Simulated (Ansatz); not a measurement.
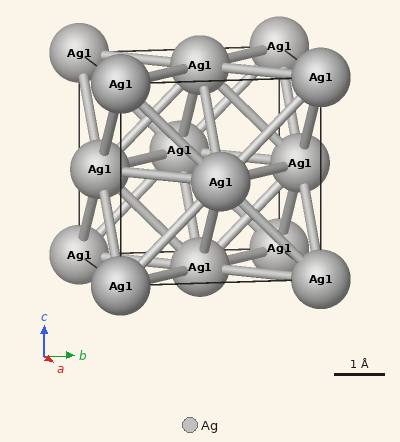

Fig. 1: The structure (ball-and-stick view of the cell 4 times as large as that of the calculation, set on its symmetry axes, seen slightly off an axis; atoms are numbered from 1 in the order of the input).

# Two runs on Ag

System: Ag (Fm-3m, 1 atom in the cell).
Method of the first run: DFT PBE, scalar-relativistic, plane waves, PAW, no spin polarisation (Ansatz 0.2.0).

Text and figures count atoms from 1; the logs count them from 0 in places.

### The input, the first run
```yaml
crystal:
  lattice:
    - [0.0, 2.045, 2.045]
    - [2.045, 0.0, 2.045]
    - [2.045, 2.045, 0.0]
  atoms:
    - { symbol: Ag, position: [0.0, 0.0, 0.0] }
basis:
  ecutwfc: 420
  ecutrho_ratio: 4
kpoints:
  mp_grid: { grid: [18, 18, 18] }
hamiltonian:
  xc: pbe
scf:
  occupations: { method: gaussian, width: 0.05 }
output:
  forces: true
  stress: true
  eigenvalues: true
```

Hardware: 2 threads of an x86-64 CPU, shared host.

### Output, shortened to warnings, some set-up lines, iterations and results (the first run)
```
Basis set: ecut = 420 eV, 331 PW (Γ), exchange–correlation on 40×40×40 points (8 copies of the dense FFT grid, shifted against one another)
Symmetry: 48 space group operations
k-points: 195 of 5832
Initial density: superposition of atomic densities (neutral atoms: chi_scale 0, normalization atom), corrected by the library's trained network
[...]
SCF iter   1: F=—  HF=-7590.546532 eV  |F-HF|=—  |Δ(HF+E_count)|=         —  Δρ=8.27e-4  dr2=1.69e-5  ethr=1.77e-3  ⟨swp⟩=4.6  Hψ=13888  notcnv=0
SCF iter   2: F=—  HF=-7590.546726 eV  |F-HF|=—  |Δ(HF+E_count)|=   1.94e-4  Δρ=4.35e-4  dr2=4.71e-6  ethr=8.87e-8  ⟨swp⟩=2.1  Hψ=6194  notcnv=0
SCF iter   3: F=—  HF=-7590.546760 eV  |F-HF|=—  |Δ(HF+E_count)|=   3.36e-5  Δρ=1.84e-4  dr2=3.91e-6  ethr=2.48e-8  ⟨swp⟩=2.0  Hψ=4506  notcnv=0
SCF iter   4: F=-7590.546761 eV  HF=-7590.546761 eV  |F-HF|=4.97e-8  |Δ(HF+E_count)|=   8.13e-7  Δρ=2.34e-5  dr2=7.15e-8  ethr=2.06e-8  ⟨swp⟩=2.0  Hψ=3707  notcnv=0
SCF iter   5: F=-7590.546761 eV  HF=-7590.546761 eV  |F-HF|=1.15e-9  |Δ(HF+E_count)|=   1.18e-8  Δρ=3.62e-6  dr2=3.92e-10  ethr=3.76e-10  ⟨swp⟩=2.0  Hψ=3728  notcnv=0
SCF iter   6: F=-7590.546761 eV  HF=-7590.546761 eV  |F-HF|=2.36e-11  |Δ(HF+E_count)|=   1.30e-9  Δρ=4.88e-7  dr2=3.42e-11  ethr=2.07e-12  ⟨swp⟩=1.9  Hψ=8854  notcnv=0
SCF 1 converged in 6 iterations: F = -7590.546761 eV  dr2 = 3.42e-11
SCF converged after 6 iterations
Free energy (F): -7590.546761 eV
Harris-Foulkes:  -7590.546761 eV  (|F-HF|=2.36e-11)
Internal energy: -7590.546359 eV  (E = F + TS)
E sigma→0 (E₀):  -7590.546560 eV
Entropy (-TS):   -0.000402 eV (-0.402 meV/atom)
Fermi energy:    17.242462 eV
--- Per-component energies (eV) ---
  E_band       = -235.193994
  E_kinetic    = 527.532133
  E_local      = -2198.649580  (includes V_loc(G=0)·N_el)
  E_nonlocal   = 79.882057
  E_hartree    = 1001.267206
  E_xc         = -185.065932
  E_vxc        = -235.175432  (∫ρ·V_xc dr)
  E_paw        = -3901.898852  (= ΣΔE_a)
  E_vpaw       = -411.318284  (= ΣTr[D̂ρ^β])
  E_aug_tail   = 0.000329  (compensation charges beyond the density's cutoff)
  E_ewald      = -2913.613719
  E_smearing   = -0.000402  (= −TS)
  E_closure    = -0.000000  (closes the sum)
  Σ components = -7590.546761   (vs F -7590.546761, Δ=0.00e0)
--- Forces (eV/Å), atoms counted from 1 ---
  atom   1  Ag    -0.00000000     0.00000000    -0.00000000
  max |Σ_I F_I| component: 5.14e-32 eV/Å
--- Stress (GPa, compression-positive) ---
        4.343608      -0.000000       0.000000
       -0.000000       4.343608      -0.000000
        0.000000       0.000000       4.343608
  P = ⅓ Tr σ = 4.3436 GPa (43.436 kbar)
```

The input of the second run differs as follows (lines with − go, lines with + come):
```diff
-    - [0.0, 2.045, 2.045]
-    - [2.045, 0.0, 2.045]
-    - [2.045, 2.045, 0.0]
+    - [0.0, 2.0645517591, 2.0645517591]
+    - [2.0645517591, 0.0, 2.0645517591]
+    - [2.0645517591, 2.0645517591, 0.0]
```

What does this change do to the results?

With the same functional and potentials, the second run lies 8.5 meV per atom lower. The pressure goes from 4.34 to 1.26 GPa. The volume per atom goes from 17.10 to 17.60 Å³. The cell is scaled evenly with the atoms at fixed fractional positions, so −ΔP/Δ ln V estimates the bulk modulus midway between the two volumes: about 110 GPa. The number of SCF iterations is the same.

### Output, shortened to warnings, some set-up lines, iterations and results (the second run)
```
Basis set: ecut = 420 eV, 331 PW (Γ), exchange–correlation on 40×40×40 points (8 copies of the dense FFT grid, shifted against one another)
Symmetry: 48 space group operations
k-points: 195 of 5832
Initial density: superposition of atomic densities (neutral atoms: chi_scale 0, normalization atom), corrected by the library's trained network
[...]
SCF iter   1: F=—  HF=-7590.555035 eV  |F-HF|=—  |Δ(HF+E_count)|=         —  Δρ=7.84e-4  dr2=1.42e-5  ethr=1.77e-3  ⟨swp⟩=4.7  Hψ=13894  notcnv=0
SCF iter   2: F=—  HF=-7590.555242 eV  |F-HF|=—  |Δ(HF+E_count)|=   2.06e-4  Δρ=4.05e-4  dr2=3.98e-6  ethr=7.47e-8  ⟨swp⟩=2.2  Hψ=6200  notcnv=0
SCF iter   3: F=—  HF=-7590.555275 eV  |F-HF|=—  |Δ(HF+E_count)|=   3.35e-5  Δρ=8.86e-5  dr2=1.29e-6  ethr=2.10e-8  ⟨swp⟩=2.3  Hψ=4000  notcnv=0
SCF iter   4: F=—  HF=-7590.555275 eV  |F-HF|=—  |Δ(HF+E_count)|=   3.48e-7  Δρ=3.03e-5  dr2=1.38e-7  ethr=6.80e-9  ⟨swp⟩=2.2  Hψ=3688  notcnv=0
SCF iter   5: F=-7590.555275 eV  HF=-7590.555275 eV  |F-HF|=3.27e-11  |Δ(HF+E_count)|=   1.85e-8  Δρ=3.00e-6  dr2=8.02e-10  ethr=7.24e-10  ⟨swp⟩=2.0  Hψ=3713  notcnv=0
SCF iter   6: F=-7590.555275 eV  HF=-7590.555275 eV  |F-HF|=2.27e-11  |Δ(HF+E_count)|=  4.44e-10  Δρ=4.04e-7  dr2=2.98e-11  ethr=4.22e-12  ⟨swp⟩=2.0  Hψ=8269  notcnv=0
SCF 1 converged in 6 iterations: F = -7590.555275 eV  dr2 = 2.98e-11
SCF converged after 6 iterations
Free energy (F): -7590.555275 eV
Harris-Foulkes:  -7590.555275 eV  (|F-HF|=2.27e-11)
Internal energy: -7590.554906 eV  (E = F + TS)
E sigma→0 (E₀):  -7590.555091 eV
Entropy (-TS):   -0.000369 eV (-0.369 meV/atom)
Fermi energy:    16.604108 eV
--- Per-component energies (eV) ---
  E_band       = -245.788496
  E_kinetic    = 527.142665
  E_local      = -2243.097482  (includes V_loc(G=0)·N_el)
  E_nonlocal   = 79.989487
  E_hartree    = 1018.239191
  E_xc         = -184.830807
  E_vxc        = -234.847573  (∫ρ·V_xc dr)
  E_paw        = -3901.977135  (= ΣΔE_a)
  E_vpaw       = -411.454649  (= ΣTr[D̂ρ^β])
  E_aug_tail   = 0.000331  (compensation charges beyond the density's cutoff)
  E_ewald      = -2886.021157
  E_smearing   = -0.000369  (= −TS)
  E_closure    = 0.000000  (closes the sum)
  Σ components = -7590.555275   (vs F -7590.555275, Δ=0.00e0)
--- Forces (eV/Å), atoms counted from 1 ---
  atom   1  Ag    -0.00000000     0.00000000    -0.00000000
  max |Σ_I F_I| component: 9.45e-32 eV/Å
--- Stress (GPa, compression-positive) ---
        1.258030       0.000000       0.000000
        0.000000       1.258030      -0.000000
        0.000000       0.000000       1.258030
  P = ⅓ Tr σ = 1.2580 GPa (12.580 kbar)
```

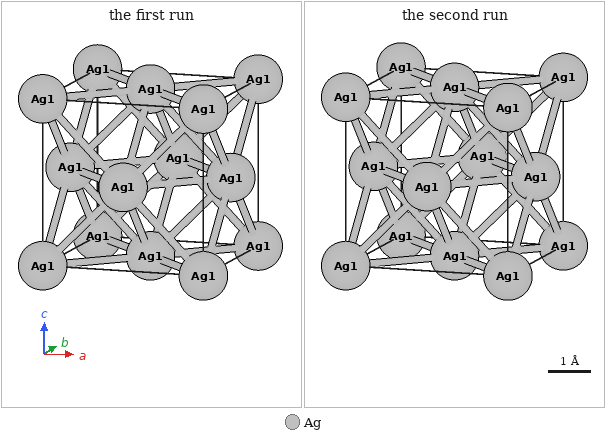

Fig. 2: The two input geometries at one scale (ball-and-stick view of the cell 4 times as large as that of the calculation, set on its symmetry axes, seen slightly off an axis). The atoms keep their places relative to the cell (all moves are under 0.005 Å). The volume changes by +2.9 %, with a = b = c 4.090 → 4.129 Å (+1.0 %). Among the contacts that change: Ag1–Ag1 2.892 → 2.920 Å.

### The two runs side by side

| quantity | the first run | the second run |
| --- | --- | --- |
| outcome | converged | converged |
| free energy per atom (eV) | −7590.5468 | −7590.5553 |
| energy per atom, smearing taken to zero (eV) | −7590.5466 | −7590.5551 |
| pressure (GPa) | 4.34 | 1.26 |
| volume per atom (Å³) | 17.10 | 17.60 |
| largest force (eV/Å) | 0.000 | 0.000 |
| SCF iterations | 6 | 6 |
| irreducible k-points | 195 | 195 |
| plane waves at Γ | 331 | 331 |
| wall time (shared host) | 1.3 s | 1.3 s |
